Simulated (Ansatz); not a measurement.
Geometry relaxation of Mg4O (part 1 of 2)

System: Mg4O (Pm-3m, 5 atoms in the cell).
Method: DFT PBE, scalar-relativistic, plane waves, PAW, no spin polarisation (Ansatz 0.2.0).

The structure was made by a generator, so it may or may not be a known phase. Figures and captions count atoms from 1; the log counts them from 0 in places.

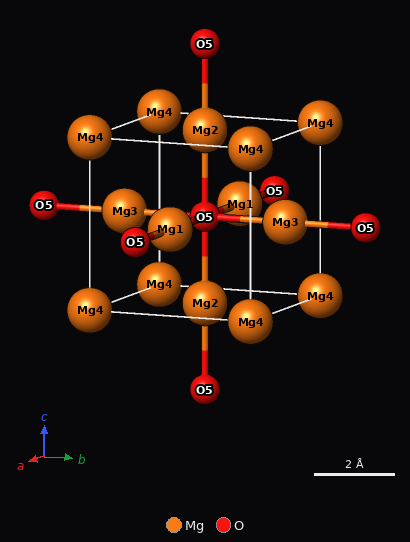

**Figure 1.** The input geometry (ball-and-stick view of the cell of the calculation, seen slightly off an axis; bonded neighbours outside the cell are drawn too; atoms are numbered from 1 in the order of the input).

Results in brief

| quantity | value |
| --- | --- |
| outcome | converged |
| space group (tolerance 0.01 Å) | Pm-3m (221) |
| electrons treated | 46 |
| free energy | −8264.0477 eV |
| Fermi energy | 7.207 eV |
| gap on the k-point mesh | none (metallic) |
| pressure | 0.01 GPa |
| final volume | 86.78 Å³ |
| largest force (length of the vector) at the end | under 0.001 eV/Å |
| final cell | a = 4.427 Å, b = 4.427 Å, c = 4.427 Å, α = 90.00°, β = 90.00°, γ = 90.00° |
| hardware | 1 thread of Intel Xeon @ 2.90GHz (Ice Lake), 16 GiB of memory available, shared host |
| wall time | 13 s |
| peak memory | 0.43 GiB |

The input
```yaml
crystal:
  lattice:
    - [4.4215796633, 0.0, 0.0]
    - [0.0, 4.4215796633, 0.0]
    - [0.0, 0.0, 4.4215796633]
  atoms:
    - { symbol: Mg, position: [0.0, 0.5, 0.5] }
    - { symbol: Mg, position: [0.5, 0.5, 0.0] }
    - { symbol: Mg, position: [0.5, 0.0, 0.5] }
    - { symbol: Mg, position: [0.0, 0.0, 0.0] }
    - { symbol: O, position: [0.5, 0.5, 0.5] }
basis:
  ecutwfc: 420
kpoints:
  mp_grid: { grid: [8, 8, 8] }
hamiltonian:
  xc: pbe
scf:
  occupations: { method: gaussian, width: 0.1 }
output:
  forces: true
  stress: true
  eigenvalues: true
  write_density: true
  write_potential: true
  elf: true
  volumetric_format: npy
relax:
  adjacent_minimum: "off"
  f_tol: 0.01
  max_steps: 80
  cell: { stress_tol: 0.05 }
```

Command:
```bash
ansatz run input.yaml --threads 1 --pin off --max-ram 2048MiB --backend cpu --events-out ev --progress --plain --runs-dir out
```

Output
```
Engine: ansatz 0.2.0, x86_64-unknown-linux-gnu
Pseudopotentials: kind: paw
Pseudopotential: Mg, paw, valence charge 10, recommended cutoff 420 eV (normal), Mg.paw.azcp
Pseudopotential: O, paw, valence charge 6, recommended cutoff 420 eV (normal), O.paw.azcp
Functional definition: PBE
  parameter kappa = 0.804
  parameter beta = 0.06672455060314922
  exchange = pbe_x(kappa = kappa, mu = beta*pi^2/3)
  correlation = pbe_c(beta = beta)
Crystal: 5 atoms, lattice volume = 86.444 Å³
Basis set: ecut = 420 eV, 1743 PW (Γ), exchange–correlation on 60×60×60 points (8 copies of the dense FFT grid, shifted against one another)
Bands: 28, of which v1, the nominal top of the filled ones, is band 23 counted from 1 (22 counted from 0)
Symmetry: 48 space group operations
Space group: Pm-3m (ITA 221), of the structure as read, at distance tolerance 4.4e-5 Å
k-points: 35 of 512
Non-local potential: Mg, projectors of the file, l = 0: 3, l = 1: 2, l = 2: 1
Non-local potential: O, projectors of the file, l = 0: 2, l = 1: 2, l = 2: 1
PAW form: soft (Blöchl's): semilocal exchange-correlation on the pseudo side does not see the compensation charge
PAW one-centre angular grid: Mg, 110 points (default); XC on 64 Gauss nodes
PAW one-centre angular grid: O, 110 points (default); XC on 64 Gauss nodes
Initial density: superposition of atomic densities (neutral atoms: chi_scale 0, normalization atom), corrected by the library's trained network
Initial wavefunctions: pseudopotential atomic-orbital guess
Functional: x = pbe(κ = 0.804, μ = 0.2195149727645171), c = pbe(β = 0.06672455060314922)
SCF iter   1: F=—  HF=-8264.050309 eV  |F-HF|=—  |Δ(HF+E_count)|=         —  Δρ=2.44e-3  dr2=1.05e-2  ethr=1.77e-3  ⟨swp⟩=6.1  Hψ=4595  notcnv=0
preconditioner: auto → Kerker (q_TF=auto, 2.456 Å⁻¹)  [metal: Δε(μ)=0.118 eV  Ē_g=6.673 eV  σ=0.100 eV  W_gap=0.48  n_scr=18 (ndim 8)  ℏωp=13.8 eV  f_vac=0.000  D(μ)=2.09/eV (n_scr^D=18)]
SCF iter   2: F=—  HF=-8264.049006 eV  |F-HF|=—  |Δ(HF+E_count)|=   1.30e-3  Δρ=1.43e-3  dr2=4.38e-3  ethr=2.28e-5  ⟨swp⟩=1.1  Hψ=1265  notcnv=0
SCF iter   3: F=—  HF=-8264.048317 eV  |F-HF|=—  |Δ(HF+E_count)|=   6.89e-4  Δρ=1.07e-3  dr2=2.27e-3  ethr=9.53e-6  ⟨swp⟩=2.0  Hψ=1135  notcnv=0
SCF iter   4: F=—  HF=-8264.047567 eV  |F-HF|=—  |Δ(HF+E_count)|=   7.50e-4  Δρ=2.45e-4  dr2=6.09e-5  ethr=4.93e-6  ⟨swp⟩=2.0  Hψ=1114  notcnv=0
SCF iter   5: F=—  HF=-8264.047429 eV  |F-HF|=—  |Δ(HF+E_count)|=   1.38e-4  Δρ=6.40e-5  dr2=3.68e-6  ethr=1.32e-7  ⟨swp⟩=2.0  Hψ=1658  notcnv=0
SCF iter   6: F=—  HF=-8264.047430 eV  |F-HF|=—  |Δ(HF+E_count)|=   9.89e-7  Δρ=1.48e-5  dr2=2.67e-7  ethr=8.01e-9  ⟨swp⟩=2.0  Hψ=1307  notcnv=0
SCF iter   7: F=-8264.047430 eV  HF=-8264.047430 eV  |F-HF|=1.01e-8  |Δ(HF+E_count)|=   3.62e-8  Δρ=4.44e-6  dr2=2.47e-8  ethr=2.17e-10  ⟨swp⟩=9.8  Hψ=6076  notcnv=0
SCF 1 converged in 7 iterations: F = -8264.047430 eV  dr2 = 2.47e-8
  greatest PAW one-centre occupation: 1.000 electrons in one spin orbital (limit 2), on the Mg atom at site 3 (counted from 0), in its partial waves of l = 0
relax step   1: F+E_penalty+E_count = -8264.04742965 eV  Δ(F+E_penalty+E_count) = +0.000e0 eV  max|allowed force component| = 2.081e-28 eV/Å  Δτ_max = 0.0000 Å  P = +0.225 GPa  Ω = 86.444 Å³  (7 SCF iters, dr2 threshold 1.00e-7 eV, accepted)
Crystal: 5 atoms, lattice volume = 86.684 Å³
Initial density: handed on by an earlier stage of this run
Initial wavefunctions: those handed on with the density
iter 1 solved again at ethr=5.40e-8 eV; its pass at ethr=3.10e-3 eV (dr2=2.49e-5 eV) is discarded
SCF iter   1: F=—  HF=-8264.047582 eV  |F-HF|=—  |Δ(HF+E_count)|=         —  Δρ=1.02e-4  dr2=2.26e-5  ethr=5.40e-8  ⟨swp⟩=2.1  Hψ=4592  notcnv=0
preconditioner: auto → Kerker (q_TF=auto, 2.455 Å⁻¹)  [metal: Δε(μ)=0.091 eV  Ē_g=6.693 eV  σ=0.100 eV  W_gap=0.42  n_scr=18 (ndim 8)  ℏωp=13.8 eV  f_vac=0.000  D(μ)=2.18/eV (n_scr^D=18)]
SCF iter   2: F=—  HF=-8264.047441 eV  |F-HF|=—  |Δ(HF+E_count)|=   1.41e-4  Δρ=6.61e-5  dr2=8.30e-6  ethr=4.92e-8  ⟨swp⟩=2.0  Hψ=1414  notcnv=0
SCF iter   3: F=—  HF=-8264.047439 eV  |F-HF|=—  |Δ(HF+E_count)|=   2.15e-6  Δρ=4.18e-5  dr2=4.13e-6  ethr=1.80e-8  ⟨swp⟩=2.0  Hψ=1149  notcnv=0
SCF iter   4: F=—  HF=-8264.047438 eV  |F-HF|=—  |Δ(HF+E_count)|=   1.16e-6  Δρ=1.35e-5  dr2=2.53e-7  ethr=8.97e-9  ⟨swp⟩=2.0  Hψ=1134  notcnv=0
SCF iter   5: F=-8264.047438 eV  HF=-8264.047438 eV  |F-HF|=5.16e-9  |Δ(HF+E_count)|=   9.13e-8  Δρ=3.82e-6  dr2=1.09e-8  ethr=2.75e-10  ⟨swp⟩=8.3  Hψ=5467  notcnv=0
SCF 2 converged in 5 iterations: F = -8264.047438 eV  dr2 = 1.09e-8
relax step   2: F+E_penalty+E_count = -8264.04743759 eV  Δ(F+E_penalty+E_count) = -7.936e-6 eV  max|allowed force component| = 9.539e-30 eV/Å  Δτ_max = 0.0000 Å  P = +0.063 GPa  Ω = 86.684 Å³  energy of the carried Pulay correction = -2.081e-4 eV  (5 SCF iters, dr2 threshold 1.27e-7 eV, accepted)
Crystal: 5 atoms, lattice volume = 86.778 Å³
iter 1 solved again at ethr=8.91e-9 eV; its pass at ethr=3.10e-3 eV (dr2=4.10e-6 eV) is discarded
SCF iter   1: F=—  HF=-8264.047510 eV  |F-HF|=—  |Δ(HF+E_count)|=         —  Δρ=3.98e-5  dr2=3.71e-6  ethr=8.91e-9  ⟨swp⟩=2.2  Hψ=4592  notcnv=0
preconditioner: auto → Kerker (q_TF=auto, 2.454 Å⁻¹)  [metal: Δε(μ)=0.091 eV  Ē_g=6.686 eV  σ=0.100 eV  W_gap=0.42  n_scr=18 (ndim 8)  ℏωp=13.8 eV  f_vac=0.000  D(μ)=2.19/eV (n_scr^D=18)]
SCF iter   2: F=—  HF=-8264.047376 eV  |F-HF|=—  |Δ(HF+E_count)|=   1.34e-4  Δρ=2.53e-5  dr2=1.42e-6  ethr=8.07e-9  ⟨swp⟩=2.0  Hψ=1788  notcnv=0
SCF iter   3: F=—  HF=-8264.047375 eV  |F-HF|=—  |Δ(HF+E_count)|=   3.70e-7  Δρ=1.59e-5  dr2=6.25e-7  ethr=3.08e-9  ⟨swp⟩=2.0  Hψ=1151  notcnv=0
SCF iter   4: F=—  HF=-8264.047375 eV  |F-HF|=—  |Δ(HF+E_count)|=   1.93e-7  Δρ=6.91e-6  dr2=3.93e-8  ethr=1.36e-9  ⟨swp⟩=2.0  Hψ=1139  notcnv=0
SCF iter   5: F=-8264.047375 eV  HF=-8264.047375 eV  |F-HF|=2.36e-9  |Δ(HF+E_count)|=   1.22e-9  Δρ=2.23e-6  dr2=3.53e-9  ethr=2.15e-11  ⟨swp⟩=7.0  Hψ=4948  notcnv=0
SCF 3 converged in 5 iterations: F = -8264.047375 eV  dr2 = 3.53e-9
relax step   3: F+E_penalty+E_count = -8264.04737520 eV  Δ(F+E_penalty+E_count) = +6.239e-5 eV  max|allowed force component| = 5.446e-30 eV/Å  Δτ_max = 0.0000 Å  P = +0.000 GPa  Ω = 86.778 Å³  energy of the carried Pulay correction = -2.890e-4 eV  (5 SCF iters, dr2 threshold 9.89e-9 eV, accepted)
Initial wavefunctions: pseudopotential atomic-orbital guess (no wavefunctions were taken with the density)
iter 1 solved again at ethr=2.50e-9 eV; its pass at ethr=3.10e-3 eV (dr2=1.15e-6 eV) is discarded
SCF iter   1: F=—  HF=-8264.047827 eV  |F-HF|=—  |Δ(HF+E_count)|=         —  Δρ=1.84e-5  dr2=5.24e-8  ethr=2.50e-9  ⟨swp⟩=3.5  Hψ=7516  notcnv=0
preconditioner: auto → Kerker (q_TF=auto, 2.454 Å⁻¹)  [metal: Δε(μ)=0.091 eV  Ē_g=6.685 eV  σ=0.100 eV  W_gap=0.42  n_scr=18 (ndim 8)  ℏωp=13.8 eV  f_vac=0.000  D(μ)=2.19/eV (n_scr^D=18)]
SCF iter   2: F=—  HF=-8264.047695 eV  |F-HF|=—  |Δ(HF+E_count)|=   1.32e-4  Δρ=1.08e-5  dr2=1.50e-8  ethr=1.14e-10  ⟨swp⟩=3.0  Hψ=2115  notcnv=0
SCF iter   3: F=—  HF=-8264.047695 eV  |F-HF|=—  |Δ(HF+E_count)|=   2.83e-8  Δρ=5.02e-6  dr2=5.31e-9  ethr=3.26e-11  ⟨swp⟩=2.3  Hψ=1389  notcnv=0
SCF iter   4: F=—  HF=-8264.047695 eV  |F-HF|=—  |Δ(HF+E_count)|=   9.32e-9  Δρ=2.11e-6  dr2=1.63e-9  ethr=1.15e-11  ⟨swp⟩=2.0  Hψ=1210  notcnv=0
SCF iter   5: F=—  HF=-8264.047695 eV  |F-HF|=—  |Δ(HF+E_count)|=  6.08e-10  Δρ=3.23e-7  dr2=8.80e-11  ethr=3.55e-12  ⟨swp⟩=2.0  Hψ=1205  notcnv=0
SCF iter   6: F=-8264.047695 eV  HF=-8264.047695 eV  |F-HF|=5.46e-12  |Δ(HF+E_count)|=  2.55e-11  Δρ=1.57e-7  dr2=2.32e-11  ethr=1.00e-12  ⟨swp⟩=5.1  Hψ=3822  notcnv=0
SCF 4 converged in 6 iterations: F = -8264.047695 eV  dr2 = 2.32e-11
relax step   4: F+E_penalty+E_count = -8264.04769507 eV  Δ(F+E_penalty+E_count) = -3.199e-4 eV  max|allowed force component| = 1.455e-29 eV/Å  Δτ_max = 0.0000 Å  P = +0.007 GPa  Ω = 86.778 Å³  stress off target by 6.66e-3 GPa  SCF on the basis re-selected at this cell (its energy is not comparable with the rows above)  (6 SCF iters)
```

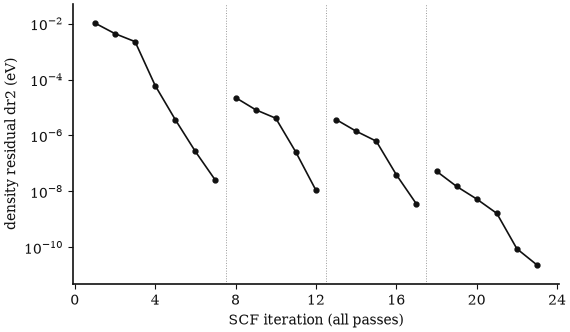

**Figure 2.** Convergence of the self-consistent field: density residual dr2 against the SCF iteration. The dotted lines part the SCF passes of the relaxation: geometry steps, rejected trials and re-solves on a re-selected basis. The passes take 7, 5, 5 and 6 iterations.

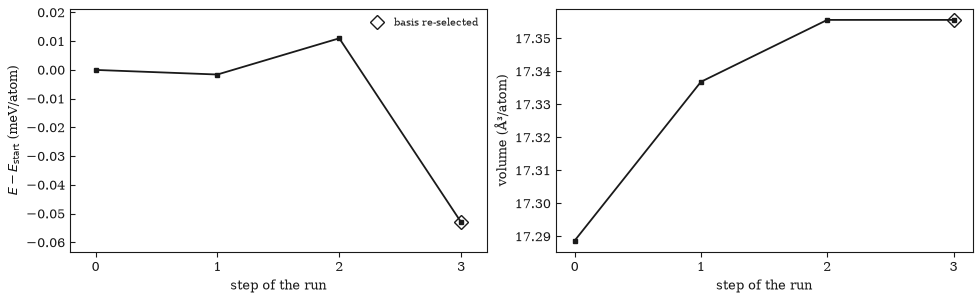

**Figure 3.** Progress of the relaxation, step by step (the first geometry is step 0 here and step 1 in the log). No atom moves by more than 0.005 Å relative to the cell. Cell: a = b = c 4.422 → 4.427 Å (+0.1 %). Volume +0.4 %. The space group stays Pm-3m (No. 221). After 2 geometry steps the energy has risen by next to nothing (0.0 meV per atom). All forces vanish by symmetry, so only the cell relaxes. The pressure goes from 0.23 to 0.01 GPa. A last SCF at the same geometry on a re-selected plane-wave basis shifts the energy by −0.1 meV per atom.
